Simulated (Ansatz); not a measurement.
System: Al$_{2}$Cu.

Input file:

```
crystal:
  lattice:
    - [-2.0303375, 2.0303375, 2.851094]
    - [2.0303375, -2.0303375, 2.851094]
    - [2.0303375, 2.0303375, -2.851094]
  atoms:
    - { symbol: Cu, position: [0.5, 0.5, 0.0] }
    - { symbol: Al, position: [0.25, 0.75, 0.5] }
    - { symbol: Al, position: [0.75, 0.25, 0.5] }
hamiltonian:
  xc: pbesol
  pseudopotentials: { kind: paw }
kpoints:
  mp_grid: { grid: [9, 9, 9] }
scf:
  occupations: { method: fermi_dirac, width: 0.05 }
output:
  forces: true
  stress: true
  eigenvalues: true
  write_density: true
  write_potential: true
  elf: true
  volumetric_format: npy
relax:
  f_tol: 0.01
  max_steps: 40
  cell: { stress_tol: 0.05, p_target: 20.0 }
```

Run with:

```sh
ansatz run input.yaml --threads 2 --pin off --max-ram 5632MiB --backend cpu --events-out ev --progress --plain --runs-dir out
```

Below, planes, directions and counts refer to the conventional cell (a = 3.87 Å, b = 3.87 Å, c = 5.45 Å, α = 90.00°, β = 90.00°, γ = 90.00°).

The fields are those of the run's last geometry, not of the input's.

Space group I4/mmm; a structure from a database of computed crystals, not necessarily the ambient phase; computed pressure about 20 GPa in this cell.

All numbers below come from Kohn-Sham DFT of a periodic cell, PBEsol, Ansatz PAW (Ansatz 0.2.0).

What will maps of the valence pseudo-density and electron localisation function show?

Al–Cu (2.37 Å): ρ is about 0.39 e/Å³ halfway; the ELF peaks at about 0.65 between the atoms.

Metal or insulator at this level of theory?

It is metallic or semimetallic at this level of theory: no gap opens.

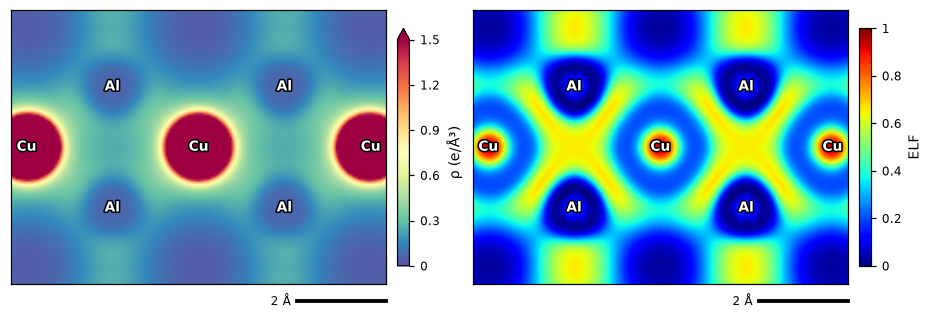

Computed valence pseudo-density and electron localisation function on the (100) plane of the conventional cell, in this order. 

The density is the valence pseudo-density of a PAW calculation; it isn't the true density close to the nuclei.
